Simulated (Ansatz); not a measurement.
Ti$_{5}$Al$_{11}$

Input file:

```
crystal:
  lattice:
    - [3.895483726, 0.0, 0.0]
    - [0.0, 3.895483726, 0.0]
    - [0.0, 0.0, 16.381594498]
  atoms:
    - { symbol: Ti, position: [0.5, 0.5, 0.3762067089] }
    - { symbol: Ti, position: [0.0, 0.0, 0.879843291] }
    - { symbol: Ti, position: [0.0, 0.0, 0.1197856661] }
    - { symbol: Ti, position: [0.5, 0.5, 0.6164854254] }
    - { symbol: Ti, position: [0.5, 0.5, 0.1336437486] }
    - { symbol: Al, position: [0.5, 0.0, 0.0027819248] }
    - { symbol: Al, position: [0.0, 0.5, 0.4981397968] }
    - { symbol: Al, position: [0.5, 0.0, 0.4981397968] }
    - { symbol: Al, position: [0.0, 0.5, 0.0027819248] }
    - { symbol: Al, position: [0.0, 0.5, 0.2496476909] }
    - { symbol: Al, position: [0.5, 0.0, 0.7493178356] }
    - { symbol: Al, position: [0.5, 0.0, 0.2496476909] }
    - { symbol: Al, position: [0.0, 0.5, 0.7493178356] }
    - { symbol: Al, position: [0.0, 0.0, 0.6242099674] }
    - { symbol: Al, position: [0.0, 0.0, 0.373876178] }
    - { symbol: Al, position: [0.5, 0.5, 0.8761754985] }
basis:
  ecutwfc: 420
kpoints:
  mp_grid: { grid: [10, 10, 4] }
  band_path:
    path:
      - [[0.0, 0.0, 0.0], [0.0, 0.5, 0.0], [0.5, 0.5, 0.0], [0.0, 0.0, 0.0], [0.0, 0.0, 0.5], [0.0, 0.5, 0.5], [0.5, 0.5, 0.5], [0.0, 0.0, 0.5]]
      - [[0.0, 0.5, 0.0], [0.0, 0.5, 0.5]]
      - [[0.5, 0.5, 0.0], [0.5, 0.5, 0.5]]
    npoints: 10
hamiltonian:
  xc: pbesol
scf:
  occupations: { method: gaussian, width: 0.1 }
  n_extra_bands: 40
output:
  forces: true
  stress: true
  eigenvalues: true
  populations: true
  dos: { projected: true, de: 0.02, nscf_kmesh: { grid: [15, 15, 6] } }
  bader: false
  write_density: true
  write_potential: true
  elf: true
  volumetric_format: npy
```

Launched as:

```sh
ansatz run input.yaml --threads 4 --pin off --max-ram 10240MiB --backend cpu --events-out ev --progress --plain --runs-dir out
```

Below, planes, directions and counts refer to the conventional cell (a = 3.90 Å, b = 3.90 Å, c = 16.38 Å, α = 90.00°, β = 90.00°, γ = 90.00°).

Space group P4mm; a structure from a database of computed crystals, not necessarily the ambient phase; computed without spin polarisation.

These are results of Ansatz, DFT PBEsol, scalar-relativistic, plane waves, PAW, not measurements.

Core electrons are frozen (PAW), and the valence fields are smoothed inside the atomic spheres.

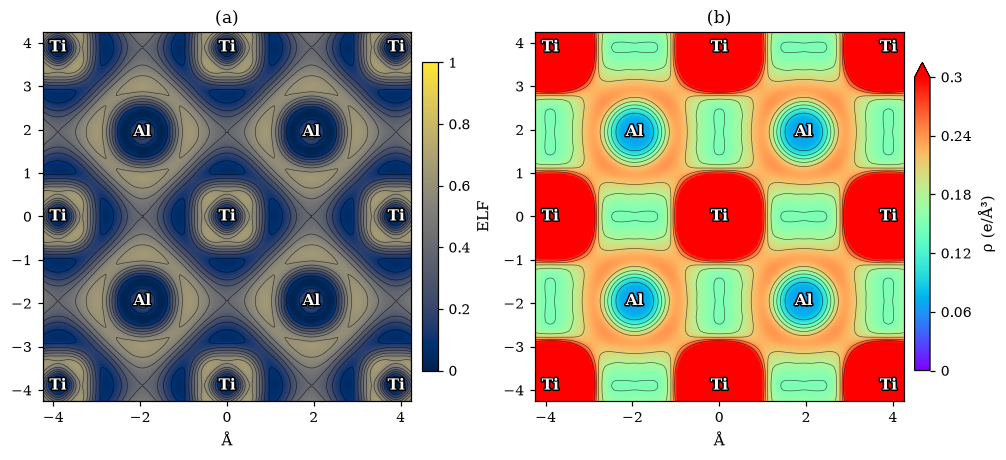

Figure 1. (a) ELF; (b) valence pseudo-density on the (001) plane of the conventional cell.

Q: Read the bonding off the picture.

A: The plane passes through Ti and Al nuclei. Between the atoms the lowest density in this plane is 0.15 e/Å³. The features right at Ti lie inside the PAW spheres, where the map follows smoothed inner orbitals and isn't to be read closely.

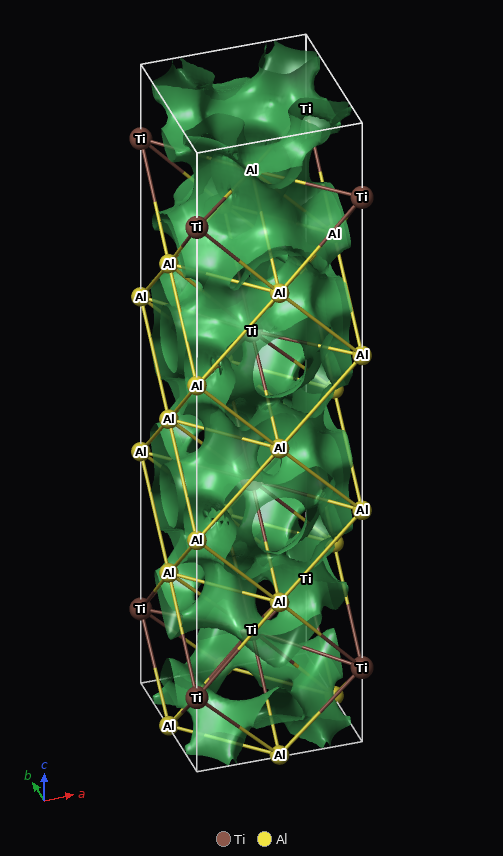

Figure 2. Isosurface of the ELF at 0.6 (green), seen at an oblique angle. Only the valence region is drawn (cores and ρ < 0.01 e/Å³ removed). Sticks mark near contacts.

Q: Describe the localisation domains.

A: The surface consists of sheets that run through the cell in two directions, counted in one cell of 16 atoms. Any copies at cell faces, edges or corners count once.


Ti–Al (2.72 Å): the ELF is about 0.30 at the midpoint. Al–Al (2.75 Å): the ELF peaks at about 0.70 between the atoms.

Q: Does the calculation give a band gap?

A: It is gapless in this calculation (a metal or semimetal).
